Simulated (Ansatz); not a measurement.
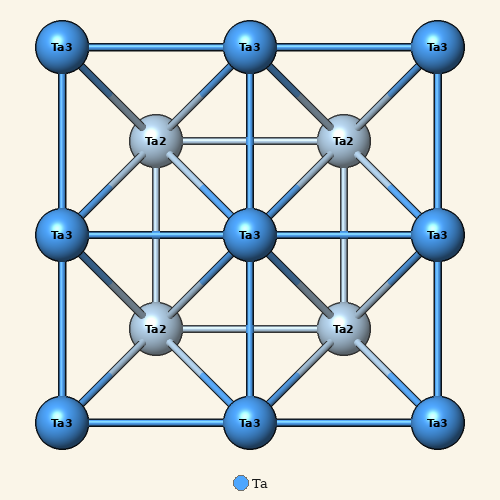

The system is S on a Ta(100) slab cut from the Fm-3m phase, its upper half relaxed before the scan (3 atoms of substrate and one adsorbate in a 1 × 1 cell); the picture shows it without the atoms that are moved over the map. 
- S is moved over the surface cell; relaxed at each place: the height of the adsorbate's atoms; substrate rigid; the origin of the map has the adsorbate above Ta3.
- Places are given modulo a cell vector. The map is drawn in real space over the plane of the surface.
- Grid: 6 × 6 points; 10 points were computed and 26 follow by symmetry.
- All energies are given in eV relative to the lowest grid point.
- With one adsorbate in each 1 × 1 cell, its nearest image is 3.0 Å away, so neighbouring adsorbates interact.
- All numbers below come from DFT PBE, scalar-relativistic, plane waves, PAW (Ansatz 0.2.0). Settings: cutoff 420 eV, k-mesh 9×9×1, gaussian smearing 0.1 eV, no spin polarisation.

Range: position of S4 along the first surface vector from 0.000 to 0.833; position of S4 along the second surface vector from 0.000 to 0.833.

Predict the map.

The lowest grid point is at a fourfold hollow over a second-layer Ta atom, (3/6, 3/6) of the cell vectors. No other kind of well shows on this grid. The highest grid point, the top site over a surface Ta atom, (0/6, 0/6) of the cell vectors, lies 1.53 eV above the lowest. On the interpolated surface the easiest way out of the lowest well to its copy in the next cell or period passes a barrier of about 0.86 eV. At the lowest point the adsorbate has 4 Ta at 2.51 Å as nearest neighbours, at the highest 1 Ta at 2.28 Å. Its relaxed height above the top atom is 1.35 Å at the lowest and 2.28 Å at the highest point.

| second ↓, first → | 0/6 | 1/6 | 2/6 | 3/6 | 4/6 | 5/6 |
| --- | --- | --- | --- | --- | --- | --- |
| 5/6 | 1.36 | 1.20 | 0.94 | 0.79 | 0.94 | 1.20 |
| 4/6 | 1.04 | 0.94 | 0.81 | 0.57 | 0.81 | 0.94 |
| 3/6 | 0.86 | 0.79 | 0.57 | 0.00 | 0.57 | 0.79 |
| 2/6 | 1.04 | 0.94 | 0.81 | 0.57 | 0.81 | 0.94 |
| 1/6 | 1.36 | 1.20 | 0.94 | 0.79 | 0.94 | 1.20 |
| 0/6 | 1.53 | 1.36 | 1.04 | 0.86 | 1.04 | 1.36 |

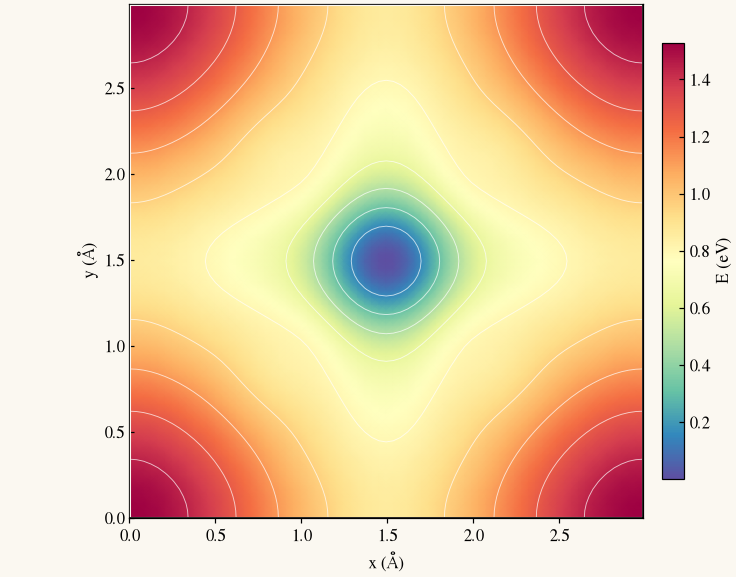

The picture shows a smooth colour map with a few white contour lines, the outline of one cell of the plane. Between grid points the surface is interpolated.

The whole map (10 points run) took 3.3 min on 1 thread of Intel(R) Xeon(R) 6975P-C (Granite Rapids), on a shared host.

PAW datasets: the set soft_1.
